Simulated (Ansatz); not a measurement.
System: BN (Qingsongite).

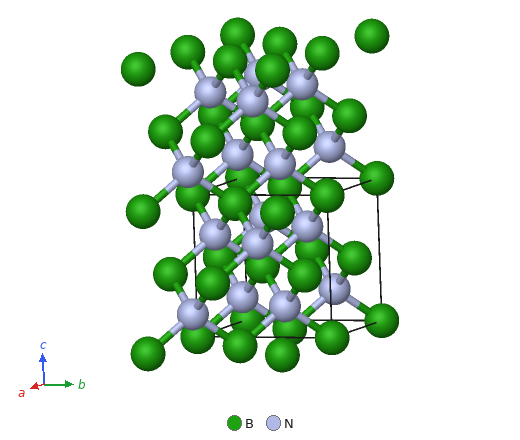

The structure (boron green, nitrogen light blue). Bonds to atoms that aren't drawn are left out. 2×1×2 conventional cells are drawn. Some periodic images of atoms are drawn too.

```
B N
1.0
     0.00000    1.80750    1.80750
     1.80750    0.00000    1.80750
     1.80750    1.80750    0.00000
B N
1 1
Direct
  0.00000 0.00000 0.00000
  0.25000 0.25000 0.25000
```

The cell and positions come from the Crystallography Open Database and are kept as given unless a step says otherwise.

Gaps computed with Ansatz 0.2.0 without a self-energy: LDA 4.36 eV, PBE 4.47 eV, r2SCAN 4.99 eV, HSE06 5.78 eV, PBE0 6.55 eV and DDH-PBE0 6.27 eV.

Question: Estimate the G0W0@PBE gap with 8×8×8 mesh, 75 empty bands, screening to 200 eV, PAW set soft_1 files.

About 6.10 eV: on its mesh the run moves the gap from 4.47 eV by +1.63 eV. Among the scalar-relativistic levels given, DDH-PBE0 is nearest (+0.17 eV). Bands and cutoff are finite, so the gap is not at the basis limit. The miss can reach some tenths of an eV and take either sign; the mesh is an error of its own.

[Paths, hosts, dates, memory and timing lines, banners, echoed tables and standing remarks are left out of the program output.]

[Logs are printed without paths, hosts, clocks, repeated set-up lines and the standing remarks that a program may print on its own settings, such as how far it seeks lower states.]

[Runs of the session that timed out or met a known fault of the program may be left out.]

[Cells called generated may have been cut or substituted from an entry of the Crystallography Open Database or the Materials Project.]

[Hosts, paths, dates, database ids (printed as entryN), source tags and the programs' standing remarks are cut or masked in the printed files.]
